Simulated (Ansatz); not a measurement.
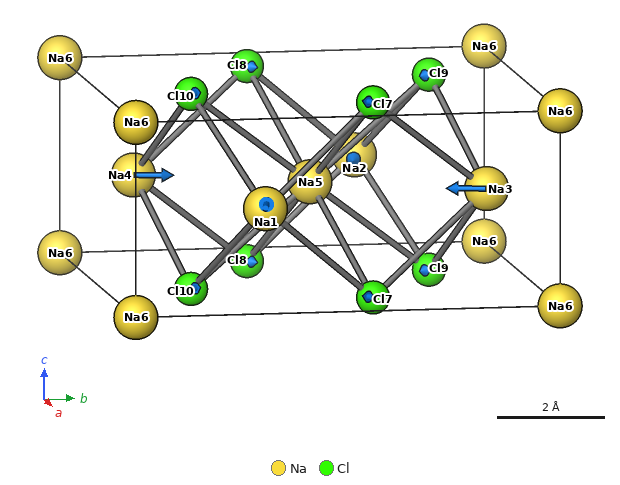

This is a relaxation of crystalline Na3Cl2 (built on the database_83 type). The starting structure is drawn; blue arrows show the displacements (the part carried along by the change of the cell is left out), 5 times their true length.

A ball-and-stick model of the cell of the calculation, seen slightly off an axis.

Case: structure listed in a database for this formula (P4/m, No. 83).

Level of theory: Ansatz 0.2.0, DFT PBE, scalar-relativistic, plane waves, PAW. (plane-wave cutoff 420 eV; k-point mesh 6 × 6 × 10; occupations gaussian; smearing width 0.1 eV; no spin polarisation; cell and atoms relaxed; force threshold 0.01 eV/Å; at most 80 steps)

### Which element moves most?

Sodium: up to 0.16 Å, against 0.06 Å for chlorine.

### What did the optimiser do to the structure, and how much energy did it gain?

The energy falls by 2.0 meV per atom in 4 accepted moves (5 points after the start). The largest force component goes from 0.044 to 0.0071 eV/Å. The pressure goes from 0.06 to 0.01 GPa. At 1 point the geometry stayed and the basis and grid were re-selected for the new cell (energy shift of less than 0.05 meV per atom at most each time). The largest moves relative to the cell, 0.16 Å, are those of Na1, Na2, Na3 and Na4. Na4 goes roughly along [1 3 0]. Largest moves by element: Na 0.16 Å, Cl 0.06 Å. The drawn cell changes as follows: a = b 8.091 → 8.229 Å (+1.7 %), c 3.705 → 3.677 Å (−0.8 %); the volume changes by +2.6 %. Among the contacts that change: Na1–Cl8 3.230 → 3.421 Å, Na1–Cl10 3.151 → 3.087 Å, Na1–Cl7 2.947 → 2.893 Å, Na5–Cl10 3.134 → 3.116 Å. Bond angles that change, for instance: Cl8–Na4–Cl10 115.2° → 117.6°. The space group stays P4/m (No. 83).
